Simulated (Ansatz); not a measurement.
```cif
data_structure
_symmetry_space_group_name_H-M 'P 1'
_symmetry_Int_Tables_number 1
_cell_length_a 3.2470
_cell_length_b 3.2470
_cell_length_c 3.5293
_cell_angle_alpha 90.000
_cell_angle_beta 90.000
_cell_angle_gamma 90.000
_cell_volume 37.21
loop_
_atom_site_label
_atom_site_type_symbol
_atom_site_fract_x
_atom_site_fract_y
_atom_site_fract_z
_atom_site_occupancy
Al1 Al 0.00000 0.00000 0.00000 1
Co1 Co 0.50000 0.50000 0.00000 1
Co2 Co 0.50000 0.00000 0.50000 1
Co3 Co 0.00000 0.50000 0.50000 1
```

Space group P4/mmm; a structure from a database of computed crystals, not necessarily the ambient phase; changed on purpose from its base cell (strain -0.080 along x and y, +0.000 along z, atoms carried along); computed pressure about 43 GPa in this cell; spin-polarised.

All numbers below come from DFT PBEsol, scalar-relativistic, plane waves, PAW (Ansatz 0.2.0).

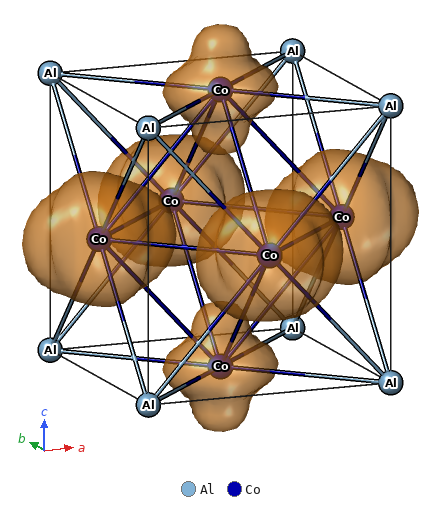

AlCo₃. Isosurface of the spin density (up minus down) at +0.02 e/Å³ (orange), seen slightly off an axis. Sticks mark near contacts.

Core electrons are frozen (PAW), and the valence fields are smoothed inside the atomic spheres.

Question: Which atoms carry the moments, and with what signs?

Answer: The spin density sits on Co: +0.4 μB (×2) in one cell of 4 atoms, with smaller moments on other sites: Co (up to +0.10 μB): parallel main moments (a ferromagnetic arrangement) in this solution. The cell of the calculation (4 atoms) carries 0.9 μB of net spin moment.
